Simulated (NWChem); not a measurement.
# C3H8S (1-propanethiol): levels of theory compared

Aim: a comparison of 4 runs (HF/STO-3G, HF/3-21G, B3LYP/6-31G*) of C3H8S (1-propanethiol). 

The calculation is run with NWChem 7.3.0.

2 further runs of the same task are left out: 2 set aside as unsound or not needed.

## Step 1: The structure to begin with

The species is C3H8S (12 atoms), meant as a singlet with charge 0. As SMILES, `CCCS`. The coordinates come from a PBE0-D4/def2-TZVP relaxation. This is one conformer, not always the lowest.

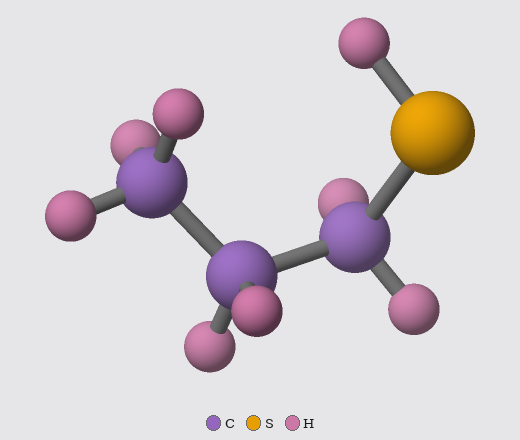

Viewed from a chosen angle; carbon purple, sulfur amber, hydrogen pink.

## Step 2: Energy and gradient at HF/STO-3G (run 1)

File m1.xyz:

```xyz
12
C3H8S gradient
C     -1.283300    -0.379200    -0.272800
C      0.045200    -0.724800     0.373600
C      1.180600     0.206600    -0.015700
S      1.010700     1.918500     0.559900
H     -1.199600    -0.359800    -1.363700
H     -1.640700     0.599300     0.056300
H     -2.049500    -1.112000    -0.012100
H      0.337600    -1.742000     0.086700
H     -0.058900    -0.723300     1.462800
H      2.117600    -0.129200     0.434600
H      1.332400     0.212800    -1.097800
H      0.025600     2.287900    -0.272500
```

File run.py:

```python
from ase.io import read
from ase.calculators.nwchem import NWChem

atoms = read('m1.xyz')

calc = NWChem(
    label='m1',
    theory='scf',
    memory='2200 mb',
    basis='STO-3G',
    basispar='spherical bse',
    scf={'nopen': '0', 'rhf': None, 'thresh': '1e-08', 'maxiter': '80'},
)
atoms.calc = calc

forces = atoms.get_forces()
print(f"energy = {atoms.get_potential_energy():.6f} eV")
print("forces (eV/A):")
for s, f in zip(atoms.symbols, forces):
    print(f"{s:2s} {f[0]:10.5f} {f[1]:10.5f} {f[2]:10.5f}")
print("dipole (e A):", atoms.get_dipole_moment().round(4))
```

Command:

```
export ASE_NWCHEM_COMMAND="nwchem PREFIX.nwi > PREFIX.nwo"
python run.py
```

Output:

```text
energy = -13879.253096 eV
forces (eV/A):
C    -1.21896    0.30581   -0.60004
C     0.32411   -1.28478    0.74696
C     1.09524    1.47412   -0.25588
S    -0.28873    0.08865   -0.18605
H     0.01131   -0.00062    0.36201
H     0.11627   -0.28385   -0.10274
H     0.23983    0.14141   -0.02813
H    -0.19602    0.25500    0.08479
H    -0.04535   -0.00478   -0.25721
H    -0.27403   -0.21880   -0.13915
H    -0.10624   -0.22770    0.16784
H     0.34257   -0.24446    0.20759
dipole (e A): [-0.0905 -0.1433 -0.1376]
```

The calculator wrote m1.nwi:

```
title "m1"

permanent_dir m1

scratch_dir m1

start m1

geometry units angstrom nocenter noautosym noautoz
  C  -1.2833000000000001e+00 -3.7919999999999998e-01 -2.7279999999999999e-01
  C  4.5199999999999997e-02 -7.2480000000000000e-01 3.7359999999999999e-01
  C  1.1806000000000001e+00 2.0660000000000001e-01 -1.5699999999999999e-02
  S  1.0106999999999999e+00 1.9185000000000001e+00 5.5989999999999995e-01
  H  -1.1996000000000000e+00 -3.5980000000000001e-01 -1.3636999999999999e+00
  H  -1.6407000000000000e+00 5.9930000000000005e-01 5.6300000000000003e-02
  H  -2.0495000000000001e+00 -1.1120000000000001e+00 -1.2100000000000000e-02
  H  3.3760000000000001e-01 -1.7420000000000000e+00 8.6699999999999999e-02
  H  -5.8900000000000001e-02 -7.2330000000000005e-01 1.4628000000000001e+00
  H  2.1175999999999999e+00 -1.2920000000000001e-01 4.3459999999999999e-01
  H  1.3324000000000000e+00 2.1279999999999999e-01 -1.0978000000000001e+00
  H  2.5600000000000001e-02 2.2879000000000000e+00 -2.7250000000000002e-01
end

memory 2200 mb

basis spherical bse noprint
   * library STO-3G
end

scf
  nopen 0
  rhf
  thresh 1e-08
  maxiter 80
end

task scf gradient
```

m1.nwo:

```text
Northwest Computational Chemistry Package (NWChem) 7.3.0
             --------------------------------------------------------

           Job information
           ---------------

    nwchem branch   = 7.3.0
    use scalapack   = T
    input           = m1.nwi
    prefix          = m1.
    data base       = m1/m1.db
    status          = startup
    nproc           =        1

           Memory information
           ------------------

[... 5 lines left out ...]
    hardfail = no
[... 140 lines left out ...]
         Quadratically convergent ROHF
[... 14 lines left out ...]
       Final RHF  results
[... 4 lines left out ...]
      Two-electron energy =    359.215136631588
[... 40 lines left out ...]
                       ROHF Final Molecular Orbital Analysis
[... 229 lines left out ...]
                 ----------------------------------------
                 |  Time  |  1-e(secs)   |  2-e(secs)   |
                 ----------------------------------------
                 |  CPU   |       0.00   |       0.29   |
                 ----------------------------------------
                 |  WALL  |       0.00   |       0.29   |
                 ----------------------------------------

 Task  times  cpu:        2.6s     wall:        2.6s
 Total times  cpu:        2.6s     wall:        2.6s
```

Run time: 3.9 s. Hardware: 1 thread of Intel Xeon Platinum 8375C at 2.90GHz (Ice Lake), shared host; peak memory 0.098 GiB.

## Step 3: Energy and gradient at HF/3-21G (run 2)

File struct.nw:

```
start struct
memory 2200 mb

geometry units angstrom noautosym nocenter noautoz
   C       -1.283300      -0.379200      -0.272800
   C        0.045200      -0.724800       0.373600
   C        1.180600       0.206600      -0.015700
   S        1.010700       1.918500       0.559900
   H       -1.199600      -0.359800      -1.363700
   H       -1.640700       0.599300       0.056300
   H       -2.049500      -1.112000      -0.012100
   H        0.337600      -1.742000       0.086700
   H       -0.058900      -0.723300       1.462800
   H        2.117600      -0.129200       0.434600
   H        1.332400       0.212800      -1.097800
   H        0.025600       2.287900      -0.272500
end

basis spherical bse
   * library 3-21G
end

scf
   thresh 1e-08
   maxiter 80
end

task scf gradient
```

Command:

```
nwchem struct.nw > struct.out
```

Output:

```text
[...]
  functions       =    56
[...]
  wavefunction    = RHF
[...]
         Total SCF energy =   -513.163158880115
      One-electron energy =  -1036.739930154970
      Two-electron energy =    356.410251457747
 Nuclear repulsion energy =    167.166519817107
        Time for solution =      2.5s
[...]
                         RHF ENERGY GRADIENTS
    atom               coordinates                        gradient
                 x          y          z           x          y          z
   1 C      -2.425085  -0.716584  -0.515517    0.015118  -0.005151   0.007981
   2 C       0.085416  -1.369673   0.706002   -0.005201   0.014695  -0.013047
   3 C       2.231011   0.390417  -0.029669   -0.020570   0.025990   0.015988
   4 S       1.909946   3.625439   1.058058    0.002079  -0.026886  -0.011149
   5 H      -2.266915  -0.679923  -2.577019   -0.000005   0.000389  -0.005664
   6 H      -3.100473   1.132513   0.106392   -0.001615   0.005764   0.001562
   7 H      -3.872993  -2.101375  -0.022866   -0.004199  -0.003412   0.000921
   8 H       0.637971  -3.291903   0.163839    0.002176  -0.006129  -0.001065
   9 H      -0.111305  -1.366839   2.764291   -0.000248  -0.000586   0.006693
  10 H       4.001684  -0.244153   0.821275    0.007282  -0.000905   0.003318
  11 H       2.517871   0.402134  -2.074541    0.001971   0.000679  -0.007585
[...]
```

Wall time 3.9 s (1 thread of Intel Xeon Platinum 8375C at 2.90GHz (Ice Lake), shared host); peak memory 0.099 GiB.

Run 3 isn't shown in full; the table further down has it.

## Step 4: Energy and gradient at B3LYP/6-31G(d) (Cartesian functions) (run 4)

File run.py:

```python
from ase import Atoms
from ase.calculators.nwchem import NWChem

system = Atoms(['C', 'C', 'C', 'S', 'H', 'H', 'H', 'H', 'H', 'H', 'H', 'H'], positions=[
    [-1.283300, -0.379200, -0.272800],
    [0.045200, -0.724800, 0.373600],
    [1.180600, 0.206600, -0.015700],
    [1.010700, 1.918500, 0.559900],
    [-1.199600, -0.359800, -1.363700],
    [-1.640700, 0.599300, 0.056300],
    [-2.049500, -1.112000, -0.012100],
    [0.337600, -1.742000, 0.086700],
    [-0.058900, -0.723300, 1.462800],
    [2.117600, -0.129200, 0.434600],
    [1.332400, 0.212800, -1.097800],
    [0.025600, 2.287900, -0.272500],
])

calc = NWChem(
    label='c3h8s',
    theory='dft',
    memory='2200 mb',
    basis='6-31G*',
    dft={'xc': 'b3lyp', 'mult': '1', 'grid': 'xfine', 'convergence': 'energy 1e-08', 'iterations': '100', 'mulliken': None},
)
system.calc = calc

forces = system.get_forces()
print(f"energy = {system.get_potential_energy():.6f} eV")
print("forces (eV/A):")
for s, f in zip(system.symbols, forces):
    print(f"{s:2s} {f[0]:10.5f} {f[1]:10.5f} {f[2]:10.5f}")
print("dipole (e A):", system.get_dipole_moment().round(4))
```

Command:

```
export ASE_NWCHEM_COMMAND="nwchem PREFIX.nwi > PREFIX.nwo"
python run.py
```

Output:

```text
energy = -14077.161189 eV
forces (eV/A):
C    -0.22482    0.02268   -0.08264
C     0.02473   -0.21736    0.14177
C     0.26220   -0.23438   -0.15797
S     0.14650    0.56127    0.31558
H    -0.01152    0.00159   -0.12316
H    -0.06371    0.08562    0.01733
H    -0.09672   -0.07940    0.02278
H     0.02396   -0.10799   -0.02525
H    -0.01039   -0.01759    0.10110
H     0.08315   -0.05492    0.01923
H     0.02900   -0.04237   -0.10768
H    -0.16234    0.08284   -0.12110
dipole (e A): [-0.1238 -0.2876 -0.2066]
```

The calculator wrote c3h8s.nwi:

```
title "c3h8s"

permanent_dir c3h8s

scratch_dir c3h8s

start c3h8s

geometry units angstrom nocenter noautosym noautoz
  C  -1.2833000000000001e+00 -3.7919999999999998e-01 -2.7279999999999999e-01
  C  4.5199999999999997e-02 -7.2480000000000000e-01 3.7359999999999999e-01
  C  1.1806000000000001e+00 2.0660000000000001e-01 -1.5699999999999999e-02
  S  1.0106999999999999e+00 1.9185000000000001e+00 5.5989999999999995e-01
  H  -1.1996000000000000e+00 -3.5980000000000001e-01 -1.3636999999999999e+00
  H  -1.6407000000000000e+00 5.9930000000000005e-01 5.6300000000000003e-02
  H  -2.0495000000000001e+00 -1.1120000000000001e+00 -1.2100000000000000e-02
  H  3.3760000000000001e-01 -1.7420000000000000e+00 8.6699999999999999e-02
  H  -5.8900000000000001e-02 -7.2330000000000005e-01 1.4628000000000001e+00
  H  2.1175999999999999e+00 -1.2920000000000001e-01 4.3459999999999999e-01
  H  1.3324000000000000e+00 2.1279999999999999e-01 -1.0978000000000001e+00
  H  2.5600000000000001e-02 2.2879000000000000e+00 -2.7250000000000002e-01
end

memory 2200 mb

basis noprint
   * library 6-31G*
end

dft
  xc b3lyp
  mult 1
  grid xfine
  convergence energy 1e-08
  iterations 100
  mulliken
end

task dft gradient
```

c3h8s.nwo:

```text
Northwest Computational Chemistry Package (NWChem) 7.3.0
             --------------------------------------------------------

           Job information
           ---------------

    nwchem branch   = 7.3.0
    use scalapack   = T
    input           = c3h8s.nwi
    prefix          = c3h8s.
    data base       = c3h8s/c3h8s.db
    status          = startup
    nproc           =        1

           Memory information
           ------------------

[... 5 lines left out ...]
    hardfail = no
[... 111 lines left out ...]
  convergence criterion.
[... 42 lines left out ...]
          Spatial weights used:  Erf1
[... 32 lines left out ...]
 1-e energy   =   -1036.673225
[... 58 lines left out ...]
           Coulomb energy =      401.110544781885
[... 629 lines left out ...]
          Convergence on density requested:  1.00D-05
[... 28 lines left out ...]
          total energy or number of iterations.
[... 36 lines left out ...]
                 ----------------------------------------
                 |  Time  |  1-e(secs)   |  2-e(secs)   |
                 ----------------------------------------
                 |  CPU   |       0.01   |       2.10   |
                 ----------------------------------------
                 |  WALL  |       0.01   |       2.10   |
                 ----------------------------------------

 Task  times  cpu:       45.8s     wall:       45.8s
 Total times  cpu:       45.8s     wall:       45.8s
```

Wall time 47 s (1 thread of Intel Xeon Platinum 8375C at 2.90GHz (Ice Lake), shared host); peak memory 0.15 GiB.

## Step 5: Overview of the runs

```
run                               level  iteration cap  module  energy (Eh)  dipole moment (D)  HOMO energy (eV)  LUMO energy (eV)  wall time
  1                           HF/STO-3G             80     scf  -510.053148               1.05             -6.96             12.43      3.9 s
  2                            HF/3-21G             80     scf  -513.163159               2.17             -9.75              5.31      3.9 s
  3  B3LYP/6-31G* (spherical functions)            100     dft  -517.321175               1.80             -6.38              0.92       47 s
  4  B3LYP/6-31G* (Cartesian functions)            100     dft  -517.326136               1.80             -6.38              0.92       47 s
```

## Step 6: Results

| quantity | value |
| --- | --- |
| run 4: total energy | -517.32614 Eh |
| run 4: dipole moment | 1.80 D |
| run 4: HOMO energy | -6.38 eV |
| run 4: LUMO energy | 0.92 eV |
| run 4: HOMO–LUMO gap | 7.30 eV |
| run 4: largest force on an atom | 0.660 eV/Å |

The dipole moment (its size) runs from 1.05 D (HF/STO-3G) to 2.17 D (HF/3-21G). The HOMO–LUMO gap runs from 7.30 eV (B3LYP/6-31G*) to 19.40 eV (HF/STO-3G). The two ends differ in method and basis. In run 1 the basis is minimal, so the values are rough. All runs together took 1.7 min, the longest 47 s.
